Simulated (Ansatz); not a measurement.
The calculation's input:

```
crystal:
  lattice:
    - [0.0, 2.8337995388, 2.8337995388]
    - [2.8337995388, 0.0, 2.8337995388]
    - [2.8337995388, 2.8337995388, 0.0]
  atoms:
    - { symbol: Zn, position: [0.0, 0.0, 0.0] }
    - { symbol: Se, position: [0.75, 0.75, 0.75] }
basis:
  ecutwfc: 420
  ecutrho_ratio: 4
kpoints:
  mp_grid: { grid: [10, 10, 10] }
hamiltonian:
  xc: pbesol
scf:
  occupations: { method: gaussian, width: 0.05 }
output:
  forces: true
  stress: true
  eigenvalues: true
  eigenstates:
    nscf_kmesh: { grid: [18, 18, 18] }
    de_dk: true
    e_range: [-2.5, 3.667720641695]
  write_density: true
  write_potential: true
  elf: true
  volumetric_format: npy
```

Run with:

```sh
ansatz run input.yaml --threads 4 --pin off --max-ram 9216MiB --backend cpu --events-out ev --progress --plain --runs-dir out
```

Below, planes, directions and counts refer to the conventional cell (a = 5.67 Å, b = 5.67 Å, c = 5.67 Å, α = 90.00°, β = 90.00°, γ = 90.00°).

Space group F-43m; started from the ZnSe prototype.

Computed with DFT PBEsol, scalar-relativistic, plane waves, PAW in Ansatz 0.2.0.

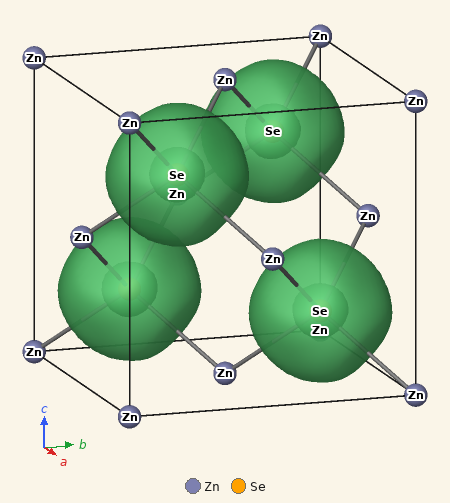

ZnSe. Isosurface of the electron localisation function at 0.6 (green), seen slightly off an axis. Only the valence region is drawn (cores and ρ < 0.01 e/Å³ removed). Sticks mark near contacts.

Core electrons are frozen (PAW), and the valence fields are smoothed inside the atomic spheres.

> Identify the bonds, lone pairs and shells in this picture.

The surface consists of four regions wrapped around Se (the valence shell of each), counted in one cell of 8 atoms. Any copies at cell faces, edges or corners count once. Along the contacts the grid gives the following. Zn–Se (2.45 Å): the ELF is about 0.60 at the midpoint.

> Metal or insulator at this level of theory?

It is gapped, with a Kohn–Sham gap of 1.2 eV on the k-point mesh, an upper bound to the gap of this method.
